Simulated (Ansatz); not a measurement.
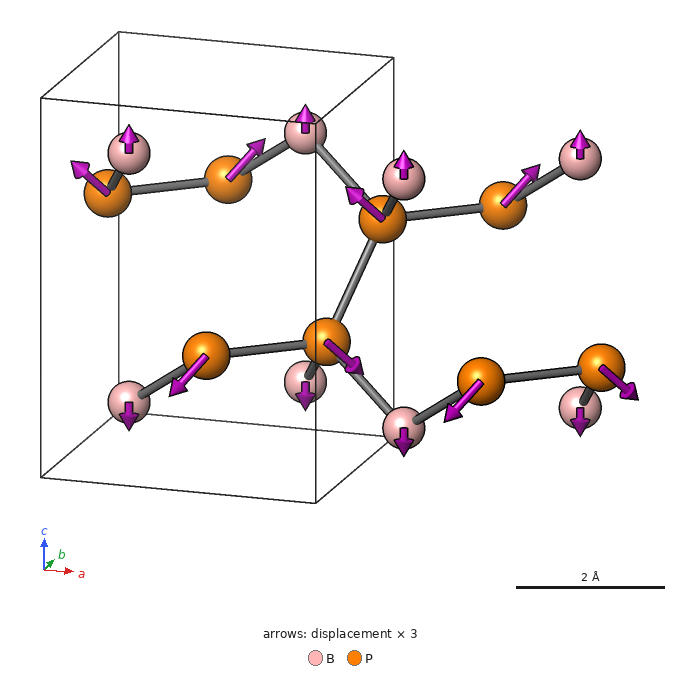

This is a relaxation of a crystal of BP (a generated structure, set up in Cmme) (coarse preliminary run). The starting structure is drawn; purple arrows show the displacements (the part carried along by the change of the cell is left out), magnified 3 times.

The picture is a ball-and-stick view of the cell of the calculation, repeated 2 × 1 × 1 with one cell outlined, seen slightly off an axis.

All numbers below come from DFT PBE, scalar-relativistic, plane waves, PAW in Ansatz 0.2.0. Set-up: plane-wave cutoff 420 eV; k-point mesh 4 × 4 × 4; occupations gaussian; smearing width 0.1 eV; no spin polarisation; cell and atoms relaxed; force threshold 0.04 eV/Å; at most 70 steps.

### What did the optimiser do to the structure, and how much energy did it gain?

The energy falls by 8.361 eV per cell of the calculation in 9 accepted moves (12 points after the start). Largest force component: 7.7 eV/Å at the start, 0.005 eV/Å at the end. Pressure: 61.95 GPa at the start and 0.00 GPa at the end. The line search rejected the trial step at point 6 of the run. The SCF was repeated twice at an unchanged geometry on a basis and grid sized afresh for the cell, which shifted the energy by 0.111 eV per cell of the calculation at most. The largest moves relative to the cell, 0.26 Å, are those of P atoms. Largest moves by element: P 0.26 Å, B 0.14 Å. The volume changes by +37.5 %, with a = b 4.031 → 4.608 Å (+14.3 %), c 5.304 → 5.544 Å (+4.5 %), γ 96.8° → 88.1°. Some distances before and after: P–P 1.824 → 2.639 Å, P–P 1.834 → 2.154 Å, B–B 1.824 → 1.629 Å, B–P 1.821 → 1.885 Å. Bond angles that change, for instance: P–P–P 117.7° → 108.2°, B–P–B 111.8° → 116.4°, B–P–P 110.0° → 114.5°. The space group stays Cmme (No. 67).

Limits of the set-up: the k-point mesh is coarse for a cell with partly filled bands.
